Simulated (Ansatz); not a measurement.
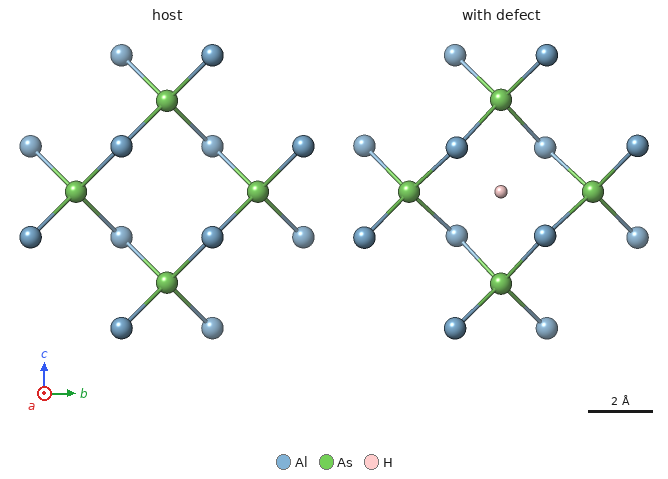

Left: perfect AlAs. Right: the same region with one point defect, after relaxing the atoms in a supercell of 32 sites. Style: ball-and-stick. Shown: the atoms within 6.0 Å of one point, in a slice 4.2 Å thick across the line of sight, along the a axis.

Computed with DFT PBE, scalar-relativistic, plane waves, PAW (Ansatz 0.2.0). Set-up: plane-wave cutoff 420 eV; k-point mesh 3 × 3 × 3; occupations gaussian; smearing width 0.01 eV; collinear spin. The cell is small and the k-mesh coarse, so the numbers are rough. The axes drawn are those of the host's conventional cell.

What kind of defect was made?

Answer. An extra hydrogen atom is put between the host's atoms (an interstitial).

The charge state of the cell is 0.

What does the relaxation do around it?

Answer. The H atom starts with 4 Al at 2.48 Å, 6 As at 2.86 Å around its place and ends with 4 Al at 2.41 Å. Of the host's atoms, an aluminium atom moves furthest from its site, by 0.07 Å. Relaxing the atoms from the host's sites lowers the energy by 0.05 eV. At a tolerance of 0.02 Å the relaxed supercell has space group I-43m.
